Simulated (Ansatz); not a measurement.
# Ag8Cl7: nudged elastic band (part 2 of 2)

Continued. System: Ag8Cl7 (defect cell, 15 atoms in the cell). Method: DFT with PBE, PAW plane waves, no spin polarisation (Ansatz 0.2.0); cutoff 420 eV, 2×2×2 k-mesh, Fermi–Dirac smearing of 0.05 eV. The structure derives from an entry of the Crystallography Open Database. The run did not end well.

Geometry of the input (Å; fractional positions):
```
0.0000  5.6305  5.6305
5.6305  0.0000  5.6305
5.6305  5.6305  0.0000
Ag 0.2437  0.2506  0.2490
Cl 0.0038  -0.0023  -0.0040
Ag 0.2508  0.2478  0.7467
Cl 0.0032  0.0004  0.4997
Ag 0.2543  0.7503  0.2494
Cl 0.0001  0.5002  -0.0041
Ag 0.2501  0.7434  0.7510
Cl -0.0050  0.5036  0.4981
Ag 0.7471  0.2492  0.2533
Ag 0.7489  0.2526  0.7452
Cl 0.5035  -0.0044  0.5015
Ag 0.7509  0.7516  0.2511
Cl 0.5038  0.4977  -0.0045
Ag 0.7522  0.7541  0.7456
Cl 0.5021  0.4958  0.5040
```

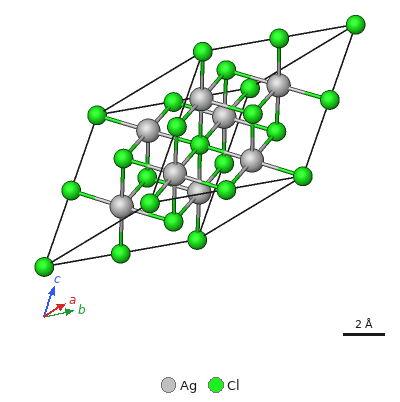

*The structure as given in the input (ball-and-stick view of the cell of the calculation, seen at an oblique angle).*

### Log, continued
```
NEB image 4, for its relaxation
preconditioner: auto → LDOS  [metal: Δε(μ)=0.089 eV  Ē_g=9.587 eV  σ=0.050 eV  W_gap=0.42  n_scr=88 (ndim 8)  ℏωp=23.0 eV  f_vac=0.100  D(μ)=2.49/eV (n_scr^D=14)  β→1.0]
SCF 31 converged in 8 iterations: F = -68285.845107 eV  dr2 = 4.08e-8
NEB image 4, for its relaxation
preconditioner: auto → LDOS  [metal: Δε(μ)=0.087 eV  Ē_g=9.583 eV  σ=0.050 eV  W_gap=0.41  n_scr=88 (ndim 8)  ℏωp=23.0 eV  f_vac=0.100  D(μ)=2.52/eV (n_scr^D=14)  β→1.0]
SCF 32 converged in 8 iterations: F = -68285.846842 eV  dr2 = 1.29e-8
NEB image 4, for its relaxation
preconditioner: auto → LDOS  [metal: Δε(μ)=0.090 eV  Ē_g=9.581 eV  σ=0.050 eV  W_gap=0.42  n_scr=88 (ndim 8)  ℏωp=23.0 eV  f_vac=0.100  D(μ)=2.47/eV (n_scr^D=14)  β→1.0]
SCF 33 converged in 7 iterations: F = -68285.848415 eV  dr2 = 3.60e-8
NEB image 4
preconditioner: auto → LDOS  [metal: Δε(μ)=0.091 eV  Ē_g=9.581 eV  σ=0.050 eV  W_gap=0.43  n_scr=88 (ndim 8)  ℏωp=23.0 eV  f_vac=0.100  D(μ)=2.46/eV (n_scr^D=14)  β→1.0]
SCF 34 converged in 2 iterations: F = -68285.848415 eV  dr2 = 3.95e-8
NSCF: frozen V_eff on 8 k-points
NEB end point (image 4): relaxed in 130 SCF iterations, 1.102618 eV lower, largest move of an atom 1.128 Å; not tested for a saddle point
NEB image 1
SCF iter   1: F=—  HF=-68265.350396 eV  |F-HF|=—  |Δ(HF+E_count)|=         —  Δρ=1.82e-2  dr2=8.81e-1  ethr=1.77e-3  ⟨swp⟩=7.0  Hψ=4003  notcnv=0  defer=4
preconditioner: auto → LDOS  [insulator: Δε(μ)=0.249 eV  Ē_g=9.838 eV  σ=0.050 eV  W_gap=0.53  n_scr=88 (ndim 8)  ℏωp=23.0 eV  f_vac=0.081  D(μ)=3.29/eV (n_scr^D=14)  ε∞_Penn≈6.5  β→1.0]
SCF iter   2: F=—  HF=-68265.145816 eV  |F-HF|=—  |Δ(HF+E_count)|=   2.05e-1  Δρ=1.05e-2  dr2=3.56e-1  ethr=4.38e-4  ⟨swp⟩=3.0  Hψ=2043  notcnv=0  defer=102
SCF iter   3: F=—  HF=-68265.055008 eV  |F-HF|=—  |Δ(HF+E_count)|=   9.08e-2  Δρ=3.79e-3  dr2=5.60e-2  ethr=1.77e-4  ⟨swp⟩=3.0  Hψ=2028  notcnv=0  defer=102
SCF iter   4: F=—  HF=-68265.039408 eV  |F-HF|=—  |Δ(HF+E_count)|=   1.56e-2  Δρ=9.46e-4  dr2=3.34e-3  ethr=2.79e-5  ⟨swp⟩=2.0  Hψ=1679  notcnv=0  defer=102
SCF iter   5: F=—  HF=-68265.038918 eV  |F-HF|=—  |Δ(HF+E_count)|=   4.90e-4  Δρ=3.97e-4  dr2=7.00e-4  ethr=1.66e-6  ⟨swp⟩=2.0  Hψ=1925  notcnv=0  defer=102
SCF iter   6: F=—  HF=-68265.038860 eV  |F-HF|=—  |Δ(HF+E_count)|=   5.75e-5  Δρ=8.98e-5  dr2=5.16e-5  ethr=3.48e-7  ⟨swp⟩=2.0  Hψ=1616  notcnv=0  defer=102
SCF iter   7: F=—  HF=-68265.038716 eV  |F-HF|=—  |Δ(HF+E_count)|=   1.44e-4  Δρ=4.69e-5  dr2=1.39e-5  ethr=2.57e-8  ⟨swp⟩=2.0  Hψ=1368  notcnv=0  defer=102
SCF iter   8: F=—  HF=-68265.038715 eV  |F-HF|=—  |Δ(HF+E_count)|=   1.58e-6  Δρ=1.96e-5  dr2=2.92e-6  ethr=6.93e-9  ⟨swp⟩=2.0  Hψ=1377  notcnv=0  defer=102
SCF iter   9: F=—  HF=-68265.038715 eV  |F-HF|=—  |Δ(HF+E_count)|=   1.49e-7  Δρ=1.10e-5  dr2=7.14e-7  ethr=1.45e-9  ⟨swp⟩=2.0  Hψ=1369  notcnv=0  defer=102
SCF iter  10: F=—  HF=-68265.038714 eV  |F-HF|=—  |Δ(HF+E_count)|=   7.43e-8  Δρ=5.39e-6  dr2=1.47e-7  ethr=3.55e-10  ⟨swp⟩=2.0  Hψ=1440  notcnv=0  defer=102
SCF iter  11: F=-68265.038714 eV  HF=-68265.038714 eV  |F-HF|=6.84e-9  |Δ(HF+E_count)|=   1.06e-8  Δρ=2.26e-6  dr2=2.07e-8  ethr=4.98e-11  ⟨swp⟩=4.0  Hψ=3061  notcnv=0
SCF 35 converged in 11 iterations: F = -68265.038714 eV  dr2 = 2.07e-8
  greatest PAW one-centre occupation: 1.017 electrons in one spin orbital (limit 2), on the Ag atom at site 0 (counted from 0), in its partial waves of l = 1
NEB image 2
SCF iter   1: F=—  HF=-79030.825949 eV  |F-HF|=—  |Δ(HF+E_count)|=         —  Δρ=2.05e0  dr2=5.51e4  ethr=1.77e-3  ⟨swp⟩=78.0  Hψ=36732  notcnv=15  defer=109
preconditioner: auto → LDOS  [metal: Δε(μ)=0.003 eV  Ē_g=18.203 eV  σ=0.050 eV  W_gap=0.01  n_scr=88 (ndim 8)  ℏωp=15.8 eV  f_vac=0.266  D(μ)=9.99/eV (n_scr^D=64)  β→1.0]
SCF iter   2: F=—  HF=-93346.499765 eV  |F-HF|=—  |Δ(HF+E_count)|=    1.43e4  Δρ=2.38e0  dr2=4.42e4  ethr=1.77e-3  ⟨swp⟩=36.8  Hψ=33534  notcnv=0  defer=160
SCF iter   3: F=—  HF=-74798.011948 eV  |F-HF|=—  |Δ(HF+E_count)|=    1.85e4  Δρ=1.01e0  dr2=1.29e4  ethr=1.77e-3  ⟨swp⟩=42.1  Hψ=28212  notcnv=0  defer=159
SCF iter   4: F=—  HF=-69786.110656 eV  |F-HF|=—  |Δ(HF+E_count)|=    5.01e3  Δρ=6.00e-1  dr2=4.48e3  ethr=1.77e-3  ⟨swp⟩=30.6  Hψ=20379  notcnv=0  defer=144
SCF iter   5: F=—  HF=-67960.337655 eV  |F-HF|=—  |Δ(HF+E_count)|=    1.83e3  Δρ=3.17e-1  dr2=1.12e3  ethr=1.77e-3  ⟨swp⟩=20.0  Hψ=13660  notcnv=0  defer=123
SCF iter   6: F=—  HF=-67723.362556 eV  |F-HF|=—  |Δ(HF+E_count)|=    2.37e2  Δρ=2.66e-1  dr2=1.06e3  ethr=1.77e-3  ⟨swp⟩=22.6  Hψ=9229  notcnv=0  defer=127
SCF iter   7: F=—  HF=-67411.238611 eV  |F-HF|=—  |Δ(HF+E_count)|=    3.12e2  Δρ=1.32e-1  dr2=1.19e2  ethr=1.77e-3  ⟨swp⟩=16.8  Hψ=7238  notcnv=0  defer=75
SCF iter   8: F=—  HF=-67366.446183 eV  |F-HF|=—  |Δ(HF+E_count)|=    4.48e1  Δρ=6.92e-2  dr2=3.47e1  ethr=1.77e-3  ⟨swp⟩=8.8  Hψ=3020  notcnv=0  defer=106
SCF iter   9: F=—  HF=-67361.040358 eV  |F-HF|=—  |Δ(HF+E_count)|=    5.41e0  Δρ=4.21e-2  dr2=1.13e1  ethr=1.77e-3  ⟨swp⟩=8.0  Hψ=2582  notcnv=0  defer=116
SCF iter  10: F=—  HF=-67358.976719 eV  |F-HF|=—  |Δ(HF+E_count)|=    2.06e0  Δρ=2.13e-2  dr2=2.74e0  ethr=1.77e-3  ⟨swp⟩=7.8  Hψ=2183  notcnv=0  defer=109
SCF iter  11: F=—  HF=-67358.418350 eV  |F-HF|=—  |Δ(HF+E_count)|=   5.58e-1  Δρ=1.02e-2  dr2=8.26e-1  ethr=1.36e-3  ⟨swp⟩=7.9  Hψ=2002  notcnv=0  defer=107
SCF iter  12: F=—  HF=-67358.197879 eV  |F-HF|=—  |Δ(HF+E_count)|=   2.20e-1  Δρ=2.83e-3  dr2=7.47e-2  ethr=4.11e-4  ⟨swp⟩=6.4  Hψ=1675  notcnv=0  defer=108
SCF iter  13: F=—  HF=-67358.183537 eV  |F-HF|=—  |Δ(HF+E_count)|=   1.43e-2  Δρ=1.31e-3  dr2=1.52e-2  ethr=3.72e-5  ⟨swp⟩=3.8  Hψ=1595  notcnv=0  defer=103
SCF iter  14: F=—  HF=-67358.180627 eV  |F-HF|=—  |Δ(HF+E_count)|=   2.91e-3  Δρ=6.74e-4  dr2=3.26e-3  ethr=7.54e-6  ⟨swp⟩=2.6  Hψ=1641  notcnv=0  defer=103
SCF iter  15: F=—  HF=-67358.180069 eV  |F-HF|=—  |Δ(HF+E_count)|=   5.59e-4  Δρ=2.52e-4  dr2=4.21e-4  ethr=1.62e-6  ⟨swp⟩=3.0  Hψ=1628  notcnv=0  defer=103
SCF iter  16: F=—  HF=-67358.179999 eV  |F-HF|=—  |Δ(HF+E_count)|=   7.02e-5  Δρ=1.49e-4  dr2=1.88e-4  ethr=2.09e-7  ⟨swp⟩=2.6  Hψ=1424  notcnv=0  defer=103
SCF iter  17: F=—  HF=-67358.179986 eV  |F-HF|=—  |Δ(HF+E_count)|=   1.21e-5  Δρ=9.69e-5  dr2=6.39e-5  ethr=9.37e-8  ⟨swp⟩=2.4  Hψ=1243  notcnv=0  defer=103
SCF iter  18: F=—  HF=-67358.179821 eV  |F-HF|=—  |Δ(HF+E_count)|=   1.65e-4  Δρ=4.15e-5  dr2=1.28e-5  ethr=3.18e-8  ⟨swp⟩=2.1  Hψ=1435  notcnv=0  defer=103
SCF iter  19: F=—  HF=-67358.179819 eV  |F-HF|=—  |Δ(HF+E_count)|=   2.23e-6  Δρ=1.69e-5  dr2=1.56e-6  ethr=6.38e-9  ⟨swp⟩=2.9  Hψ=1393  notcnv=0  defer=103
SCF iter  20: F=—  HF=-67358.179819 eV  |F-HF|=—  |Δ(HF+E_count)|=   8.52e-8  Δρ=7.26e-6  dr2=2.73e-7  ethr=7.75e-10  ⟨swp⟩=2.9  Hψ=1481  notcnv=0  defer=103
SCF iter  21: F=-67358.179819 eV  HF=-67358.179819 eV  |F-HF|=9.55e-9  |Δ(HF+E_count)|=   6.71e-8  Δρ=2.43e-6  dr2=2.50e-8  ethr=4.98e-11  ⟨swp⟩=7.4  Hψ=3623  notcnv=0
Step failed. What follows is not a result of the run: it is the report of the last solve that finished, which converged after 11 SCF iterations.
Free energy (F): -68265.038714 eV
Harris-Foulkes:  -68265.038714 eV  (|F-HF|=6.84e-9)
Internal energy: -68265.014053 eV  (E = F + TS)
E sigma→0 (E₀):  -68265.026384 eV
Entropy (-TS):   -0.024661 eV (-1.644 meV/atom)
Fermi energy:    7.796308 eV
--- Per-component energies (eV) ---
  E_band       = -3246.432557
  E_kinetic    = 5374.113139
  E_local      = -28803.234952  (includes V_loc(G=0)·N_el)
  E_nonlocal   = 872.336918
  E_hartree    = 12670.604917
  E_xc         = -2218.648081
  E_vxc        = -2718.874042  (∫ρ·V_xc dr)
  E_paw        = -35858.853712  (= ΣΔE_a)
  E_vpaw       = -3311.989566  (= ΣTr[D̂ρ^β])
  E_aug_tail   = 0.003148  (compensation charges beyond the density's cutoff)
  E_ewald      = -20301.335430
  E_smearing   = -0.024661  (= −TS)
  E_closure    = -0.000000  (closes the sum)
  Σ components = -68265.038714   (vs F -68265.038714, Δ=0.00e0)
--- Forces (eV/Å), atoms counted from 1 ---
  atom   1  Ag   -31.59705318    13.61176788   -78.22499570
  atom   2  Cl    -0.21278279     0.17856321    -0.02300536
  atom   3  Ag    -0.06726103     0.34403062    -0.44122472
  atom   4  Cl    -0.15661759    -0.24292897     0.25166367
  atom   5  Ag     0.20534609    -0.03231350     0.20392600
  atom   6  Cl     0.06348914    -0.23981515     0.13983625
  atom   7  Ag     0.00123161     0.16894398    -0.00125894
  atom   8  Cl     0.34061985     0.15467459    -0.17795347
  atom   9  Ag     0.11057157     0.16605599    -0.06732043
  atom  10  Ag    -0.95115947     0.09784299     0.72170135
  atom  11  Cl    -0.04193818     0.47769141    -0.15493308
  atom  12  Ag    -0.04010311    -0.10547185    -0.09641464
  atom  13  Cl    32.58973737   -14.05939131    77.61086281
  atom  14  Ag    -0.07163759    -0.05569629    -0.02279220
  atom  15  Cl    -0.17248035    -0.46397032     0.28188991
  max |Σ_I F_I| component: 3.77e-5 eV/Å
--- Band table (eV; the first three rows and the last of 8) ---
  k-point 0: bands = ["-88.1883", "-83.3775", "-83.2770", "-83.1687", "-83.1596", "-83.0726", "-82.9559", "-82.8324", "-54.1613", "-50.8697", "-50.8565", "-46.9156", "-46.8890", "-46.8765", "-46.8090", "-46.7919", "-46.7697", "-46.7177", "-46.7080", "-46.6858", "-46.6831", "-46.6616", "-46.6537", "-46.6168", "-46.5900", "-46.5799", "-46.5072", "-46.4895", "-46.4622", "-46.3908", "-46.3530", "-46.3484", "-11.1179", "-8.0923", "-7.8935", "-7.7465", "-7.6578", "-7.0537", "-6.5761", "-4.2487", "-4.1259", "-2.7206", "0.6747", "0.7166", "1.9416", "1.9526", "2.2672", "2.4374", "2.5615", "2.6832", "2.9524", "2.9741", "3.1142", "3.2173", "3.3748", "3.4205", "3.5066", "3.5835", "3.7022", "3.7702", "3.8073", "3.9068", "3.9493", "4.0067", "4.1086", "4.1517", "4.1884", "4.2695", "4.3540", "4.3667", "4.4222", "4.4443", "4.4666", "4.5251", "4.5672", "4.6017", "4.6086", "4.6275", "4.6817", "4.7002", "4.7553", "4.7622", "4.7959", "4.8376", "4.9047", "4.9529", "5.0120", "5.1056", "5.1574", "5.2193", "5.4606", "5.5681", "5.6015", "6.0480", "6.0701", "6.2852", "6.4367", "6.4693", "6.5943", "6.7494", "7.0708", "9.3137", "9.7837", "10.4478", "10.7202", "10.8328", "11.0028", "11.2682", "11.6270", "11.6956", "12.2506", "12.6523", "13.5807", "14.2050", "14.2586", "14.4414", "14.6993", "14.9415", "15.0500", "15.2101", "15.3714"]
  k-point 1: bands = ["-88.1883", "-83.3775", "-83.2770", "-83.1687", "-83.1596", "-83.0726", "-82.9559", "-82.8324", "-54.1613", "-50.8697", "-50.8565", "-46.9156", "-46.8890", "-46.8765", "-46.8090", "-46.7919", "-46.7697", "-46.7177", "-46.7080", "-46.6858", "-46.6831", "-46.6616", "-46.6537", "-46.6168", "-46.5900", "-46.5799", "-46.5072", "-46.4896", "-46.4622", "-46.3908", "-46.3530", "-46.3484", "-11.1172", "-8.0469", "-7.9257", "-7.7550", "-7.6630", "-7.0592", "-6.5796", "-4.2486", "-4.1243", "-2.7228", "0.6653", "0.7281", "2.1348", "2.2322", "2.3170", "2.5809", "2.6342", "2.6544", "2.7721", "2.9777", "3.0604", "3.1427", "3.2176", "3.2838", "3.3785", "3.4385", "3.5697", "3.6195", "3.7851", "3.9013", "3.9545", "4.0174", "4.0590", "4.1360", "4.1738", "4.2338", "4.3093", "4.3284", "4.3898", "4.4100", "4.4647", "4.5060", "4.5241", "4.5734", "4.6410", "4.6648", "4.6953", "4.7429", "4.7776", "4.8835", "4.9271", "4.9610", "5.0252", "5.0918", "5.1328", "5.1613", "5.2457", "5.3505", "5.4824", "5.6350", "5.7131", "5.8456", "5.9790", "6.1516", "6.1817", "6.3044", "6.4241", "6.4989", "7.5669", "9.0210", "10.1114", "10.2222", "10.4937", "10.7361", "11.3838", "11.5731", "12.4220", "12.4589", "12.8908", "13.0985", "13.2696", "13.7291", "13.9261", "14.1265", "14.3414", "14.4347", "14.6045", "15.1038", "15.2894"]
  k-point 2: bands = ["-88.1883", "-83.3775", "-83.2770", "-83.1687", "-83.1596", "-83.0726", "-82.9559", "-82.8324", "-54.1613", "-50.8697", "-50.8565", "-46.9156", "-46.8890", "-46.8765", "-46.8090", "-46.7919", "-46.7697", "-46.7177", "-46.7080", "-46.6858", "-46.6831", "-46.6616", "-46.6537", "-46.6168", "-46.5900", "-46.5799", "-46.5072", "-46.4896", "-46.4622", "-46.3908", "-46.3530", "-46.3484", "-11.1171", "-8.0454", "-7.9276", "-7.7429", "-7.6757", "-7.0568", "-6.5810", "-4.2474", "-4.1250", "-2.7256", "0.6744", "0.7206", "2.0361", "2.2898", "2.4270", "2.5253", "2.6103", "2.7224", "2.8375", "2.9478", "2.9938", "3.0787", "3.1937", "3.2557", "3.3868", "3.4225", "3.5984", "3.6237", "3.7914", "3.8688", "3.9533", "3.9620", "4.0474", "4.0982", "4.1609", "4.2615", "4.2824", "4.3256", "4.3927", "4.3969", "4.4629", "4.5028", "4.5094", "4.6109", "4.6404", "4.6498", "4.6923", "4.7431", "4.7803", "4.8312", "4.9514", "4.9777", "5.0363", "5.0878", "5.1750", "5.2080", "5.2738", "5.5133", "5.6237", "5.6358", "5.7442", "5.7832", "6.0132", "6.1126", "6.1589", "6.3225", "6.4183", "6.5702", "7.8303", "8.7640", "9.6749", "10.2803", "10.4612", "10.8286", "11.1106", "11.3970", "12.2152", "12.4839", "12.8234", "13.2733", "13.3604", "13.5123", "13.6938", "14.0072", "14.4305", "14.6959", "14.9708", "15.1513", "15.4300"]
  k-point 7: bands = ["-88.1883", "-83.3775", "-83.2770", "-83.1687", "-83.1596", "-83.0726", "-82.9559", "-82.8324", "-54.1613", "-50.8697", "-50.8565", "-46.9156", "-46.8890", "-46.8765", "-46.8090", "-46.7919", "-46.7697", "-46.7177", "-46.7080", "-46.6858", "-46.6831", "-46.6616", "-46.6537", "-46.6168", "-46.5900", "-46.5799", "-46.5072", "-46.4896", "-46.4622", "-46.3908", "-46.3530", "-46.3484", "-11.1172", "-8.0523", "-7.9164", "-7.7427", "-7.6789", "-7.0574", "-6.5816", "-4.2476", "-4.1240", "-2.7298", "0.6644", "0.7290", "2.0016", "2.2721", "2.3404", "2.4838", "2.6833", "2.7955", "2.8683", "2.9266", "3.0829", "3.2049", "3.2308", "3.3156", "3.3432", "3.4488", "3.5471", "3.5945", "3.7364", "3.8898", "3.9517", "3.9965", "4.1008", "4.1126", "4.1495", "4.2118", "4.3051", "4.3421", "4.3857", "4.4054", "4.4832", "4.5014", "4.5515", "4.5734", "4.6444", "4.6516", "4.6967", "4.7412", "4.7466", "4.8171", "4.8796", "4.8812", "4.9814", "5.0688", "5.1266", "5.1801", "5.2758", "5.4577", "5.5646", "5.5921", "5.7320", "5.8038", "6.0095", "6.1171", "6.2305", "6.3439", "6.4384", "6.5591", "7.8104", "8.6729", "9.7683", "10.3731", "10.4829", "10.9603", "11.1674", "11.8204", "12.4002", "12.5605", "12.7022", "13.0042", "13.5488", "13.6257", "13.8376", "14.1300", "14.1884", "14.3048", "14.8019", "14.9556", "15.3852"]
End of that report.
Error: refused after 21 iterations: one_centre_occupation = 3.21e0 (threshold 2.00e0); read on the Cl atom at site 12 (counted from 0), in its partial waves of l = 0. The loop had accepted its state. The figure is how many electrons the atom's PAW partial-wave expansion lays in one spin orbital inside its sphere. Of a state that the partial waves describe, at an atom whose sphere does not reach far into another's, it is at most what a level can hold: about one, and more with the corrected tetrahedra; the threshold leaves room over one. Most likely the run has filled a ghost state, a level that the dataset's projectors bind and the atom lacks (a dataset that is sound under one functional can have one under another), or spheres, of atoms or of an atom and its images, overlap so deeply that the expansion counts electrons twice. The SCF's residuals do not see that, and the energy, the forces and the levels can be wrong by many eV: no result is given. To try: another dataset for the element (`hamiltonian.pseudopotentials`: `source: ansatz` if the run read another table, another `kind`, or another file under `azcp`); where atoms stand so close that spheres overlap deeply, one of a smaller sphere or a norm-conserving one, and a check of the cell and the positions; where they do not, in a run that starts from atoms and not from what this one saved, a damped mixing, which may end on a state that leaves the ghost empty: `scf.mixing.preconditioner: none` with `scf.mixing.beta` at its default or smaller; at another step of the mixing, smaller or larger, or under a restart policy an SCF can converge to a state of higher free energy: the input reference at `scf.mixing.restart` says how to compare two converged runs, both of this deck on this dataset (the refused run is not one); this check reads filled levels alone, so hold a damped run's empty levels and gap against another dataset's. If no spheres overlap deeply and the dataset is of this program's library, report it, with the deck
```
